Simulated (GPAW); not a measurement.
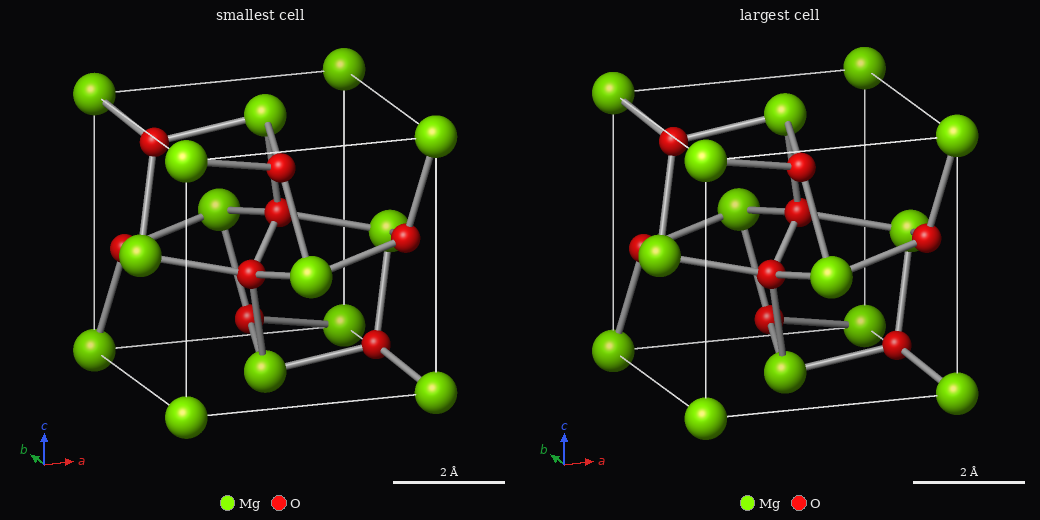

MgO₂, pyrite, space group Pa-3 (No. 205), relaxed (cell and atoms, zero pressure) with five choices of dispersion term on top of PBEsol; the smallest and the largest of the relaxed conventional cells are drawn to one scale (sticks follow a distance rule). The start was a structure listed in the Materials Project.

Alike in all runs: GPAW 26.7.0; functional PBEsol; potentials PAW data sets generated in the run's folder for this functional; cutoff 800 eV; k mesh 4 × 4 × 4 on the run's cell of 12 atoms; occupations fermi-dirac, width 0.05 eV; no spin polarisation; no spin-orbit coupling.

| level | volume (Å³/atom) | a (Å) | gap (eV) |
| --- | --- | --- | --- |
| D3 | ? | ? | ? |
| D3(BJ)-ATM | 9.33 | 4.820 | 4.02 |
| none | 9.48 | 4.846 | 3.97 |
| D3(BJ) | 9.30 | 4.814 | 4.04 |
| D4 | 9.38 | 4.828 | 4.00 |

What does D3 give?

Volume 9.38 Å³/atom; a 4.828 Å; gap 4.00 eV. That is level with D4 in volume.

Order the levels by the relaxed volume, smallest first.

D3(BJ) (9.30 Å³/atom), D3(BJ)-ATM (9.33 Å³/atom), D3 and D4 (9.38 Å³/atom), none (9.48 Å³/atom). Rows within a few tenths of a per cent can't be told apart.

Gaps are the least found on the k-mesh, which can miss the band edges.

Caveat: later steps reuse the first step's grids; semilocal functionals give gaps below the measured ones.
